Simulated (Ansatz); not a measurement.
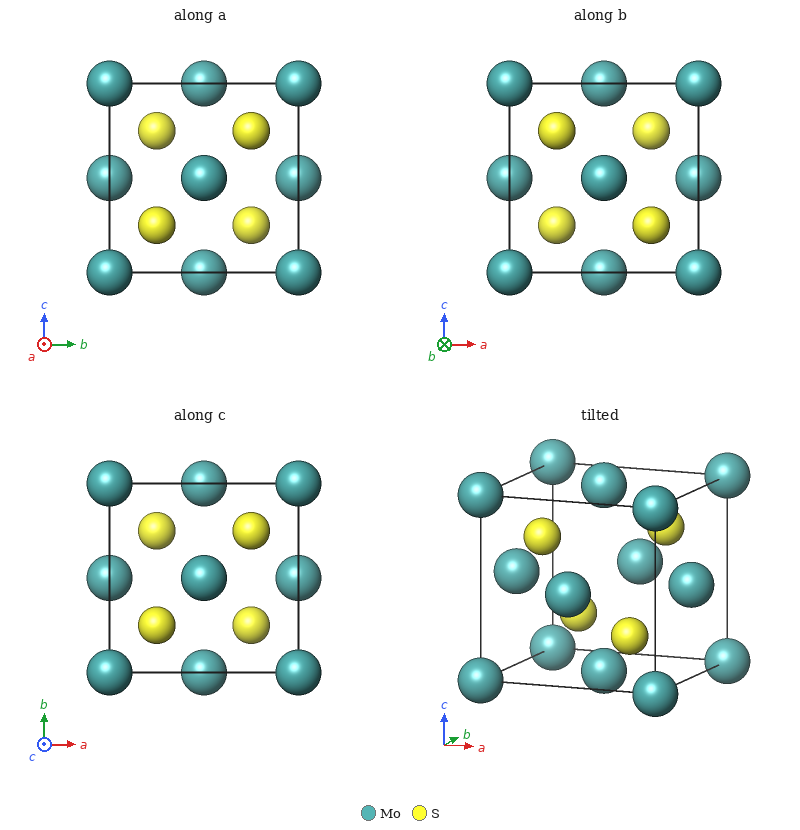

This spheres-only model is shown along the a axis, along the b axis, along the c axis and slightly off an axis. The conventional unit cell is outlined; an atom on or near a face, edge or corner is repeated at each equivalent position.

Lattice parameters: a = 5.6735 Å, b = 5.6735 Å, c = 5.6735 Å, α = 90.000°, β = 90.000°, γ = 90.000°.

Q: Give the structure in the form of a CIF in P1 with every atom of the cell.

A:
```cif
data_structure
_symmetry_space_group_name_H-M 'P 1'
_symmetry_Int_Tables_number 1
_cell_length_a 5.6735
_cell_length_b 5.6735
_cell_length_c 5.6735
_cell_angle_alpha 90.000
_cell_angle_beta 90.000
_cell_angle_gamma 90.000
_cell_volume 182.62
loop_
_atom_site_label
_atom_site_type_symbol
_atom_site_fract_x
_atom_site_fract_y
_atom_site_fract_z
_atom_site_occupancy
Mo1 Mo 0.0000 0.0000 0.0000 1
S1 S 0.2500 0.2500 0.7500 1
Mo2 Mo 0.0000 0.5000 0.5000 1
S2 S 0.2500 0.7500 0.2500 1
Mo3 Mo 0.5000 0.0000 0.5000 1
S3 S 0.7500 0.2500 0.2500 1
Mo4 Mo 0.5000 0.5000 0.0000 1
S4 S 0.7500 0.7500 0.7500 1
```

Origin of the cell: a structure type filled with these elements by a generator (whether the compound takes this form wasn't checked). The final geometry of a relaxation with DFT r2SCAN+U, scalar-relativistic, plane waves, PAW in Ansatz 0.2.0 is shown.
